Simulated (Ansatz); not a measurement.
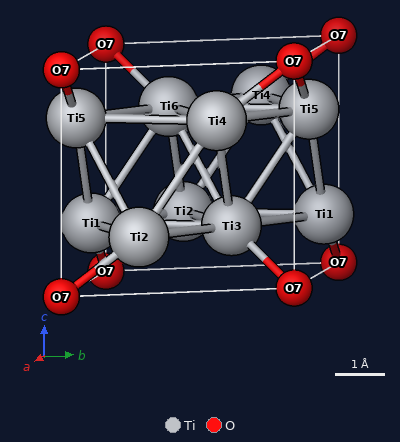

The structure as given in the input (ball-and-stick view of the cell of the calculation, seen slightly off an axis; atoms are numbered from 1 in the order of the input). An atom can appear more than once, as a periodic image. Near neighbours in the periodic cell (some may lie outside the picture): Ti has 1 O at 2.08 Å and 12 Ti at 2.92 to 2.96 Å; O has 6 Ti at 2.08 Å.

**Ti₆O: single-point calculation**

System: Ti₆O (7 atoms in the cell).
Method: DFT r2SCAN, scalar-relativistic, plane waves, PAW, no spin polarisation (Ansatz 0.2.0).

The structure derives from an entry of the Crystallography Open Database. It belongs to a series of runs on one base structure; here: the database's cell and atoms. Figures and captions count atoms from 1; the log counts them from 0 in places.

The input:
```yaml
crystal:
  lattice:
    - [5.13, 0.0, 0.0]
    - [-2.565, 4.4427103214, 0.0]
    - [0.0, 0.0, 4.74]
  atoms:
    - { symbol: Ti, position: [0.333, 0.0, 0.25] }
    - { symbol: Ti, position: [0.0, 0.333, 0.25] }
    - { symbol: Ti, position: [0.667, 0.667, 0.25] }
    - { symbol: Ti, position: [0.0, 0.667, 0.75] }
    - { symbol: Ti, position: [0.667, 0.0, 0.75] }
    - { symbol: Ti, position: [0.333, 0.333, 0.75] }
    - { symbol: O, position: [0.0, 0.0, 0.0] }
basis:
  ecutwfc: 500
kpoints:
  mp_grid: { grid: [12, 12, 8] }
hamiltonian:
  xc: r2scan
scf:
  occupations: { method: gaussian, width: 0.1 }
output:
  forces: true
  stress: true
  eigenvalues: true
  populations: true
```

Command:
```bash
ansatz run input.yaml --threads 2 --pin off --max-ram 5120MiB --backend cpu --events-out ev --progress --plain --runs-dir out
```

The program's output:
```
Engine: ansatz 0.2.0, x86_64-unknown-linux-gnu
Pseudopotentials: kind: paw
Pseudopotential: Ti, paw, valence charge 12, recommended cutoff 500 eV (meta_gga), Ti.paw.azcp
Pseudopotential: O, paw, valence charge 6, recommended cutoff 500 eV (meta_gga), O.paw.azcp
Functional definition: r2SCAN
  parameter k0 = 0.174
  parameter k1 = 0.065
  parameter a1 = 4.9479
  exchange = r2scan_x(k0 = k0, k1 = k1, a1 = a1)
  correlation = r2scan_c
Crystal: 7 atoms, lattice volume = 108.030 Å³
Basis set: ecut = 500 eV, 2777 PW (Γ), exchange–correlation on 160×160×144 points (64 copies of the dense FFT grid, shifted against one another)
Bands: 47, of which v1, the nominal top of the filled ones, is band 39 counted from 1 (38 counted from 0)
Symmetry: 12 space group operations
Space group: P-31m (ITA 162), of the structure as read, at distance tolerance 4.8e-5 Å
k-points: 131 of 1152
Non-local potential: Ti, projectors of the file, l = 0: 3, l = 1: 2, l = 2: 3, l = 3: 1
Non-local potential: O, projectors of the file, l = 0: 2, l = 1: 2, l = 2: 1
PAW form: soft (Blöchl's): semilocal exchange-correlation on the pseudo side does not see the compensation charge
PAW frozen core: Ti, regenerated for the run's functional (the file was generated under x = pbe(κ = 0.804, μ = 0.2195149727645171), c = pbe(β = 0.06672455060314922))
PAW frozen core: O, regenerated for the run's functional (the file was generated under x = pbe(κ = 0.804, μ = 0.2195149727645171), c = pbe(β = 0.06672455060314922))
PAW one-centre angular grid: Ti, 590 points (default); XC on 160 Gauss nodes
PAW one-centre angular grid: O, 302 points (default); XC on 160 Gauss nodes
Initial density: superposition of atomic densities (neutral atoms: chi_scale 0, normalization atom), corrected by the library's trained network
Initial wavefunctions: pseudopotential atomic-orbital guess
Functional: x = r2scan, c = r2scan; τ floored in thin density (d = 2e-4 eV/Å³)
SCF iter   1: F=—  HF=-15598.174030 eV  |F-HF|=—  |Δ(HF+E_count)|=         —  Δρ=1.76e-2  dr2=3.18e-1  dr2_τ=1.49e-1  ethr=1.77e-3  ⟨swp⟩=6.7  Hψ=24827  notcnv=0
preconditioner: auto → Kerker (q_TF=auto, 2.584 Å⁻¹)  [metal: Δε(μ)=0.003 eV  Ē_g=3.957 eV  σ=0.100 eV  W_gap=0.02  n_scr=26 (ndim 8)  ℏωp=18.9 eV  f_vac=0.000  D(μ)=3.93/eV (n_scr^D=26)]
SCF iter   2: F=—  HF=-15598.344122 eV  |F-HF|=—  |Δ(HF+E_count)|=   1.70e-1  Δρ=6.21e-3  dr2=3.85e-2  dr2_τ=3.92e-3  ethr=4.08e-4  ⟨swp⟩=2.3  Hψ=12482  notcnv=0  defer=179
SCF iter   3: F=—  HF=-15598.344492 eV  |F-HF|=—  |Δ(HF+E_count)|=   3.70e-4  Δρ=2.66e-3  dr2=5.48e-3  dr2_τ=5.44e-4  ethr=4.94e-5  ⟨swp⟩=2.0  Hψ=7826  notcnv=0  defer=179
SCF iter   4: F=—  HF=-15598.347062 eV  |F-HF|=—  |Δ(HF+E_count)|=   2.57e-3  Δρ=8.95e-4  dr2=7.58e-4  dr2_τ=7.43e-5  ethr=7.03e-6  ⟨swp⟩=2.0  Hψ=8125  notcnv=0  defer=179
SCF iter   5: F=—  HF=-15598.347013 eV  |F-HF|=—  |Δ(HF+E_count)|=   4.89e-5  Δρ=2.36e-4  dr2=7.25e-5  dr2_τ=4.65e-6  ethr=9.72e-7  ⟨swp⟩=2.0  Hψ=7210  notcnv=0  defer=179
SCF iter   6: F=—  HF=-15598.347031 eV  |F-HF|=—  |Δ(HF+E_count)|=   1.79e-5  Δρ=7.83e-5  dr2=7.59e-6  dr2_τ=2.53e-7  ethr=9.29e-8  ⟨swp⟩=2.0  Hψ=7884  notcnv=0  defer=179
SCF iter   7: F=—  HF=-15598.347032 eV  |F-HF|=—  |Δ(HF+E_count)|=   9.14e-7  Δρ=1.44e-5  dr2=2.88e-7  dr2_τ=1.05e-8  ethr=9.74e-9  ⟨swp⟩=2.0  Hψ=7951  notcnv=0  defer=179
SCF iter   8: F=-15598.347032 eV  HF=-15598.347032 eV  |F-HF|=2.84e-9  |Δ(HF+E_count)|=   5.68e-8  Δρ=3.58e-6  dr2=1.39e-8  dr2_τ=7.71e-10  ethr=1.28e-10  ⟨swp⟩=9.8  Hψ=22729  notcnv=0
SCF 1 converged in 8 iterations: F = -15598.347032 eV  dr2 = 1.39e-8
  greatest PAW one-centre occupation: 1.001 electrons in one spin orbital (limit 2), on the Ti atom at site 4 (counted from 0), in its partial waves of l = 1
SCF converged after 8 iterations
Free energy (F): -15598.347032 eV
Harris-Foulkes:  -15598.347032 eV  (|F-HF|=2.84e-9)
Internal energy: -15598.325763 eV  (E = F + TS)
E sigma→0 (E₀):  -15598.336398 eV
Entropy (-TS):   -0.021269 eV (-3.038 meV/atom)
Fermi energy:    13.610477 eV
--- Per-component energies (eV) ---
  E_band       = -1013.216120
  E_kinetic    = 1811.955854
  E_local      = -5214.231580  (includes V_loc(G=0)·N_el)
  E_nonlocal   = 89.171088
  E_hartree    = 2128.796278
  E_xc         = -631.822511
  E_vxc        = -903.349148  (∫ρ·V_xc dr)
  E_paw        = -6499.314760  (= ΣΔE_a)
  E_vpaw       = -1115.581828  (= ΣTr[D̂ρ^β])
  E_aug_tail   = 0.001493  (compensation charges beyond the density's cutoff)
  E_vtau       = 61.230856  (kinetic-family band-sum trace: ∫τ·v_τ [+ j·A + Jᵃ·Aᵃ] dr)
  E_ewald      = -7281.328942
  E_core_change = -1.552684  (= ΣΔE_core)
  E_smearing   = -0.021269  (= −TS)
  E_closure    = 0.000000  (closes the sum)
  Σ components = -15598.347032   (vs F -15598.347032, Δ=0.00e0)
--- Forces (eV/Å), atoms counted from 1 ---
  atom   1  Ti    -0.17659327     0.00000000     0.46924748
  atom   2  Ti     0.08829663    -0.15293426     0.46924748
  atom   3  Ti     0.08829663     0.15293426     0.46924748
  atom   4  Ti    -0.08829663     0.15293426    -0.46924748
  atom   5  Ti     0.17659327    -0.00000000    -0.46924748
  atom   6  Ti    -0.08829663    -0.15293426    -0.46924748
  atom   7  O      0.00000000    -0.00000000     0.00000000
  max |Σ_I F_I| component: 1.67e-16 eV/Å
--- Stress (GPa, compression-positive) ---
       -1.401872      -0.000000      -0.000000
       -0.000000      -1.401872       0.000000
       -0.000000       0.000000      -2.129903
  P = ⅓ Tr σ = -1.6445 GPa (-16.445 kbar)
--- Band table (eV; the first three rows and the last of 131) ---
  k-point 0: bands = ["-45.7154", "-45.5935", "-45.5778", "-45.5778", "-45.5757", "-45.5757", "-21.3332", "-21.0529", "-20.9644", "-20.9316", "-20.9316", "-20.9035", "-20.9035", "-20.8381", "-20.8176", "-20.8176", "-20.8146", "-20.8146", "-20.7618", "-20.6194", "-20.6194", "-20.5674", "-20.5350", "-20.5350", "-8.5112", "6.1054", "6.1574", "6.1574", "7.7864", "11.6909", "12.0024", "12.0319", "12.0319", "12.0831", "12.3114", "12.4599", "12.4599", "13.4729", "13.8375", "13.8375", "14.2761", "14.2761", "14.4156", "14.8619", "14.8619", "15.1772", "15.3029"]
  k-point 1: bands = ["-45.7109", "-45.5982", "-45.5777", "-45.5777", "-45.5758", "-45.5758", "-21.3110", "-21.0412", "-20.9874", "-20.9874", "-20.9568", "-20.9132", "-20.9132", "-20.8494", "-20.8151", "-20.8151", "-20.7697", "-20.7510", "-20.7510", "-20.6159", "-20.6159", "-20.5928", "-20.5380", "-20.5380", "-8.5076", "6.0568", "6.1484", "6.1484", "7.9545", "11.5623", "12.0443", "12.0845", "12.0845", "12.1888", "12.3296", "12.5208", "12.5208", "13.4055", "13.7635", "13.7635", "14.2019", "14.2019", "14.3480", "14.7748", "14.7748", "15.1624", "15.4025"]
  k-point 2: bands = ["-45.6978", "-45.6115", "-45.5775", "-45.5775", "-45.5759", "-45.5759", "-21.2495", "-21.0490", "-21.0490", "-21.0066", "-20.9671", "-20.9671", "-20.9351", "-20.8817", "-20.7919", "-20.7586", "-20.7586", "-20.6908", "-20.6908", "-20.6634", "-20.6059", "-20.6059", "-20.5465", "-20.5465", "-8.4989", "5.9592", "6.1268", "6.1268", "8.4045", "11.1997", "12.1525", "12.2285", "12.2285", "12.3742", "12.3826", "12.6910", "12.6910", "13.3233", "13.5715", "13.5715", "14.0372", "14.0372", "14.1678", "14.5770", "14.5770", "15.1429", "15.5822"]
  k-point 130: bands = ["-45.6379", "-45.6336", "-45.6336", "-45.5714", "-45.5700", "-45.5700", "-21.2540", "-21.0446", "-21.0446", "-20.9465", "-20.9465", "-20.9243", "-20.9009", "-20.8938", "-20.8938", "-20.7296", "-20.7296", "-20.7030", "-20.6791", "-20.6635", "-20.6635", "-20.5868", "-20.5868", "-20.5754", "-8.4863", "5.9877", "5.9877", "6.2388", "10.2586", "10.2586", "10.8894", "11.8980", "11.8980", "12.1136", "12.1945", "12.1945", "12.5467", "13.2495", "13.2495", "14.1587", "14.2613", "14.2613", "14.5309", "14.5309", "14.5327", "15.5236", "15.5236"]
--- Löwdin populations: 7 sites ---
  site symbol       q [e]
     0     Ti     11.7243
     1     Ti     11.7243
     2     Ti     11.7243
     3     Ti     11.7243
     4     Ti     11.7243
     5     Ti     11.7243
     6      O      6.6955
  spilling = 0.012291 (of n_electrons = 78.000000)
```

File populations.tsv:
```
# site	symbol	l	j	q
# orbitals = lowdin
# n_electrons = 78.000000
# spilling = 0.012291
0	Ti	0_3S	-	1.926785
0	Ti	0_4S	-	0.879911
0	Ti	1_3P	-	5.990304
0	Ti	2_3D	-	2.927293
1	Ti	0_3S	-	1.926785
1	Ti	0_4S	-	0.879911
1	Ti	1_3P	-	5.990304
1	Ti	2_3D	-	2.927293
2	Ti	0_3S	-	1.926785
2	Ti	0_4S	-	0.879911
2	Ti	1_3P	-	5.990304
2	Ti	2_3D	-	2.927293
3	Ti	0_3S	-	1.926785
3	Ti	0_4S	-	0.879911
3	Ti	1_3P	-	5.990304
3	Ti	2_3D	-	2.927293
4	Ti	0_3S	-	1.926785
4	Ti	0_4S	-	0.879911
4	Ti	1_3P	-	5.990304
4	Ti	2_3D	-	2.927293
5	Ti	0_3S	-	1.926785
5	Ti	0_4S	-	0.879911
5	Ti	1_3P	-	5.990304
5	Ti	2_3D	-	2.927293
6	O	0_2S	-	1.735352
6	O	1_2P	-	4.960152
```

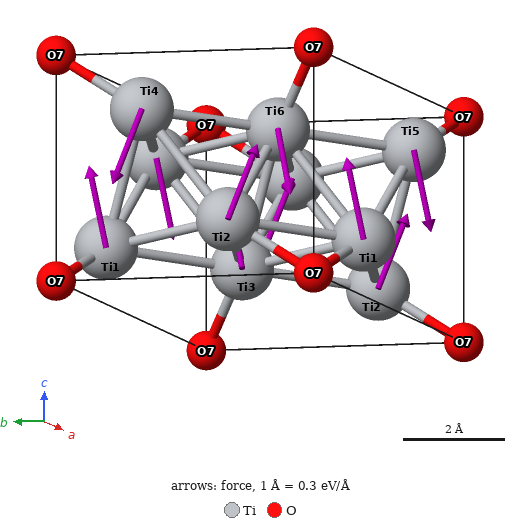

Forces on the atoms as pink arrows (ball-and-stick view of the cell of the calculation, seen at an oblique angle; atoms are numbered from 1 in the order of the input). The largest act on all 6 Ti atoms (0.50 eV/Å). The geometry is not a stationary point of this energy.

Results in brief:

| quantity | value |
| --- | --- |
| outcome | converged |
| space group (tolerance 0.01 Å) | P-31m (162) |
| electrons treated | 78 |
| free energy | −15598.3470 eV |
| Fermi energy | 13.610 eV |
| gap on the k-point mesh | none (metallic) |
| pressure | −1.64 GPa |
| largest force (length of the vector) | 0.501 eV/Å |
| hardware | 2 threads of Intel Xeon @ 2.50GHz (Skylake/Cascade Lake), 189 GiB of memory available, shared host |
| wall time | 89 s (CPU time 2.9 min) |
| peak memory | 1 GiB |
